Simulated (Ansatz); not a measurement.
Here is a crystal structure:

```yaml
crystal:
  lattice:
    - [3.92463, 0.00000, 0.00000]
    - [0.00000, 3.92463, 0.00000]
    - [0.00000, 0.00000, 3.92463]
  atoms:
    - { symbol: Sr, position: [0.00000, 0.00000, 0.00000] }
    - { symbol: Ti, position: [0.50000, 0.50000, 0.50000] }
    - { symbol: O, position: [0.50000, 0.00000, 0.50000] }
    - { symbol: O, position: [0.50000, 0.50000, 0.00000] }
    - { symbol: O, position: [0.00000, 0.50000, 0.50000] }
```

Question: What would a drawing of this structure show?

Answer: The formula is SrTiO3. It takes space group Pm-3m (No. 221) on a primitive cubic lattice. Type of structure: cubic perovskite. Counting shared atoms by their share gives 1 Sr, 1 Ti, 3 O, or 5 atoms. Each Sr has twelve O in a cuboctahedral arrangement at 2.78 Å. Ti is coordinated by six O in an octahedral arrangement at 1.96 Å. O is surrounded by four Sr and two Ti in a distorted octahedral arrangement (2.78 Å to Sr, 1.96 Å to Ti). The bonds build a three-dimensional framework.

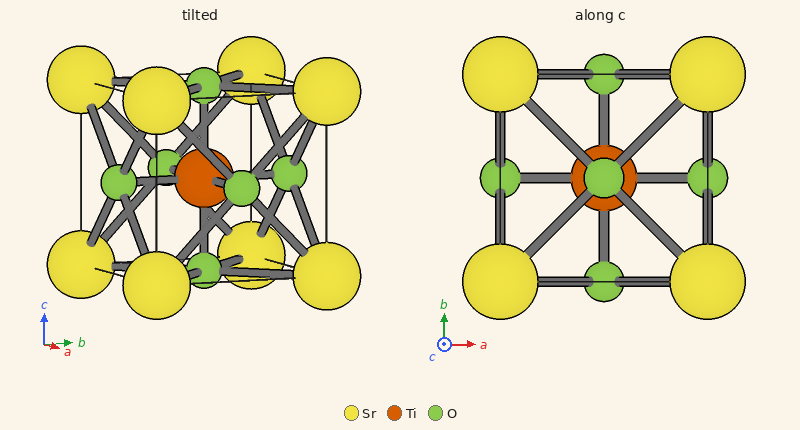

An orthographic ball-and-stick view of the structure, slightly off an axis and along the c axis. The parallelepiped is the conventional unit cell. Colours: strontium yellow, titanium orange, oxygen green.

Source of the structure: a structure listed in the Materials Project. It was relaxed with DFT PBE+U, scalar-relativistic, plane waves, PAW in Ansatz 0.2.0 under a constraint or pressure on the cell, so some stress remains.
